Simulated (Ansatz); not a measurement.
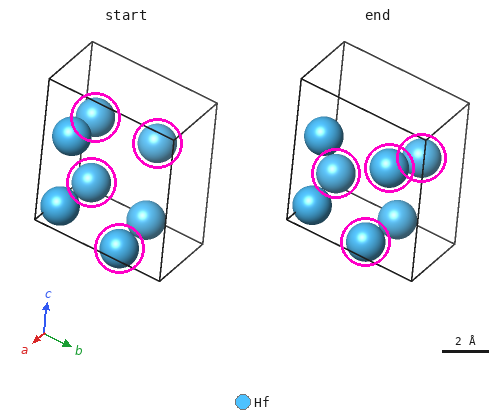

The two relaxed end points of a path for a defect cell of composition Hf with a Hf vacancy (7 atoms in the cell). The picture is a spheres-only view of the simulation cell (origin moved), seen slightly off an axis. The atoms that move most are ringed.

Theory: Ansatz, DFT, PAW plane waves, PBE.

The input:
```yaml
crystal:
  lattice:
    - [-3.630474, 3.630474, 3.630474]
    - [3.630474, -3.630474, 3.630474]
    - [3.630474, 3.630474, -3.630474]
  atoms:
    - { symbol: Hf, position: [0.00473128, 0.00179715, -0.00146609] }
    - { symbol: Hf, position: [-0.00291686, 0.0027153, 0.49663752] }
    - { symbol: Hf, position: [0.00240313, 0.50143968, 0.00221238] }
    - { symbol: Hf, position: [0.00578711, 0.501982, 0.4994202] }
    - { symbol: Hf, position: [0.50532063, -0.00168284, 0.00104263] }
    - { symbol: Hf, position: [0.50497376, 0.49444045, 0.00451622] }
    - { symbol: Hf, position: [0.49435643, 0.49825764, 0.49854091] }
kpoints:
  mp_grid: { grid: [3, 3, 3] }
magnetization:
  spin_polarized: false
scf:
  occupations: { method: cold, width: 0.15 }
hamiltonian:
  pseudopotentials: { kind: paw }
  xc: pbe
basis:
  ecutwfc: 420
neb:
  images: 3
  relax_end_points: true
  climbing: true
  f_tol: 0.05
  max_iterations: 40
  order_check: false
  final_atoms:
    - { symbol: Hf, position: [0.00473128, 0.00179715, -0.00146609] }
    - { symbol: Hf, position: [-0.00291686, 0.0027153, 0.49663752] }
    - { symbol: Hf, position: [0.00240313, 0.50143968, 0.00221238] }
    - { symbol: Hf, position: [0.50058546, 0.99837186, 0.50163937] }
    - { symbol: Hf, position: [0.50532063, -0.00168284, 0.00104263] }
    - { symbol: Hf, position: [0.50497376, 0.49444045, 0.00451622] }
    - { symbol: Hf, position: [0.49435643, 0.49825764, 0.49854091] }
```

Command:
```bash
ansatz run input.yaml --threads 4 --pin off --max-ram 8192MiB --backend cpu --events-out ev --progress --plain --runs-dir out
```

What barrier does the band find between them, and by what path?

The barrier is about 1.07 eV in both directions, with image 1 at the top; the ends have the same energy. A Hf atom travels furthest, 3.73 Å from end to end, along [1 1 0], on a path that bends up to 0.97 Å away from the straight line. At the highest image its nearest neighbour (Hf) is 2.90 Å away, against 2.99 Å at the start, and the surrounding atoms stand up to 0.85 Å off the mean of their end positions. The band is converged.

Energies of the converged images:

```tsv
image	path (Å)	E (eV)
0	0.00	0.000
1	1.89	1.069
2	3.54	0.081
3	5.19	0.047
4	6.83	0.000
```

The geometry at the top of the path:

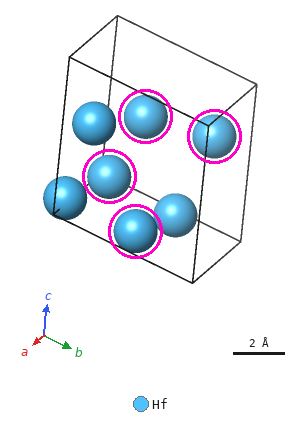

Limits of the set-up: the periodic images lie only 6.3 Å apart, so the values are limited by the cell's size.

The run took 9.1 min on 4 threads of Intel(R) Xeon(R) 6975P-C (Granite Rapids), with other jobs on the host, peak memory 1.8 GiB.
